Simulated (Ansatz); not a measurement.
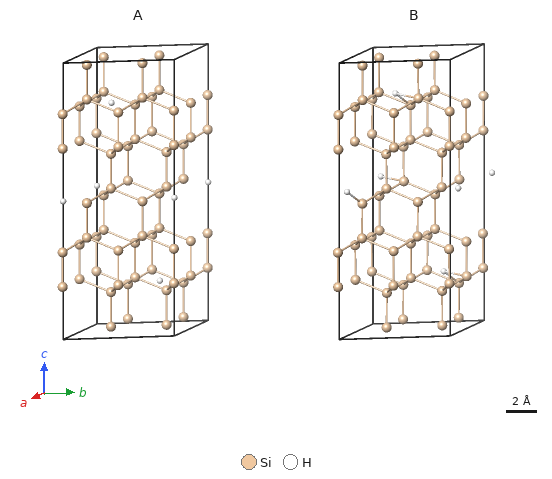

Two geometries of a defect cell of composition Si16H, drawn at one scale. One is the start of a relaxation, the other its converged end. A ball-and-stick model of the conventional cell (3 times the calculation's cell) (origin shifted), seen slightly off an axis. Lengths and directions refer to the drawn axes.

The calculation used Ansatz, DFT PBE-D3(BJ), scalar-relativistic, plane waves, PAW. Set-up: plane-wave cutoff 420 eV; k-point mesh 2 × 2 × 2; occupations fermi dirac; smearing width 0.02 eV; collinear spin; atoms relaxed in a fixed cell; force threshold 0.08 eV/Å; at most 25 steps.

### Which of the two is the end point?

Structure B is the relaxed one. It is an interstitial H in diamond Si. The run prepares the start of a later molecular dynamics calculation, from a guessed geometry. After 9 geometry steps the energy has fallen by 0.182 eV per cell of the calculation. The largest force component goes from 0.12 to 0.023 eV/Å. The forces were under the threshold at step 1, but the run went on from there. The largest move is that of the H atom, 0.93 Å along [−2 2 1]. Largest moves by element: H 0.93 Å, Si 0.08 Å. The cell doesn't change. Some distances before and after: H–Si 2.210 → 1.685 Å, H–Si 2.231 → 1.991 Å, Si–Si 2.351 → 2.383 Å, Si–Si 2.351 → 2.335 Å. New bonds form: H–Si (2.21 → 1.68 Å). Bond angles that change, for instance: Si–Si–Si 109.5° → 106.9°. The program noted that the starting moments weren't kept. The run took of the order of 70 core-seconds on a shared host.

Limits of the set-up: the k-point mesh is coarse for a cell with partly filled bands; the periodic images lie only 7.7 Å apart, so the values are limited by the cell's size.
